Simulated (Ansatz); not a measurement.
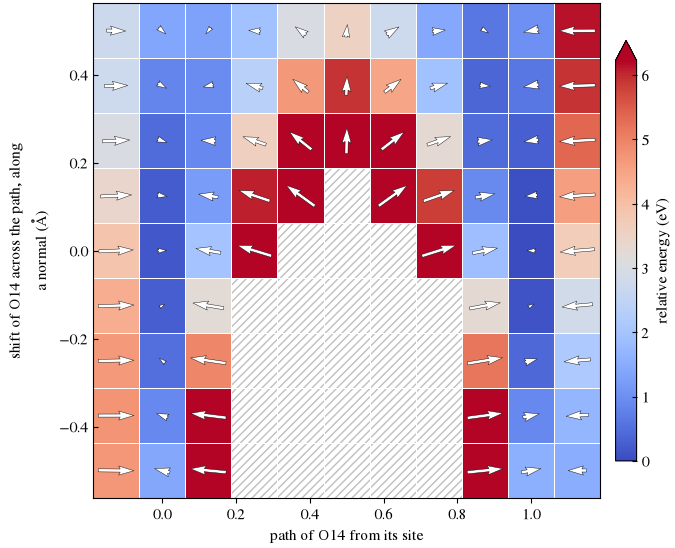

Energy landscape of SiO₂ (P3_221 phase) with one O vacancy (17 atoms in the cell, cell charge +2). An atom moved over a plane that holds its own site and a neighbouring vacancy (x along [−1 0 1], y along [3 0 1], z along [0 1 0] of the conventional cell). The first coordinate is: path of O14 from its site (0) to the vacancy (1), 2.635 Å; the second: shift of O14 across the path, along a normal. Nothing is relaxed (all other atoms held at the sites of the perfect crystal). The scan uses an 11 × 9 grid. At 24 points there is no value (left out of the scan, as a rule where atoms come close). Points are written as (first, second). Energies: eV per cell, counted from the lowest grid point. The cell is charged on a uniform background, without a charge correction. Computed with DFT PBE+D3(BJ), scalar-relativistic, plane waves, PAW in Ansatz. Settings: cutoff 420 eV, k-mesh 4×4×2, gaussian smearing 0.05 eV, no spin polarisation.

The picture shows one coloured cell a grid point, arrows along the force (downhill), their lengths compressed, one colour for all values above the top of the scale, hatched blanks where no value was computed. 

### Summarise what can be read from the map.

The lowest grid point is at (1.000, 0.000 Å) [nearest 2 Si at 1.63 Å]. Other grid points that lie below all their neighbours: (0.000, 0.000 Å) [nearest 2 Si at 1.63 Å] (0.16 eV higher). The highest grid point, (0.375, 0.125 Å) [nearest 1 Si at 1.10 Å], lies 14.5 eV above the lowest.

Each point was launched as `ansatz run input.yaml --threads 4 --pin off --max-ram 8192MiB --backend cpu --events-out ev --progress --plain --runs-dir out`. The whole map (75 points run) took 10 min on 4 threads of Arm Neoverse V2, on a shared host.

PAW datasets: the set soft_1.
